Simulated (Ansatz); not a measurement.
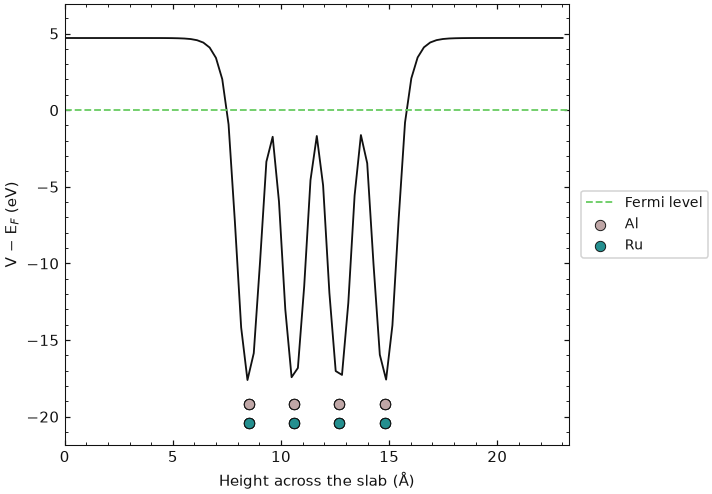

Plane-averaged electrostatic potential energy of an electron across the slab; circles at the bottom mark the heights of the atoms (positions after relaxation).

System: a (110) slab cut from AlRu (Pm-3m), ended by AlRu planes, 32 atoms in the cell.

Ansatz 0.2.0; DFT PBE+D3(BJ), scalar-relativistic, plane waves, PAW, no spin polarisation, 5×4×1 k mesh, 420 eV cutoff.

What is the work function?

Answer. The work function is 4.71 eV, the same on both faces. The two vacuum levels agree, so the slab has no net dipole along its normal.

How thick are slab and vacuum?

Answer. The outermost atoms are 6.3 Å apart, which leaves 17.0 Å of vacuum in a cell 23.3 Å high.
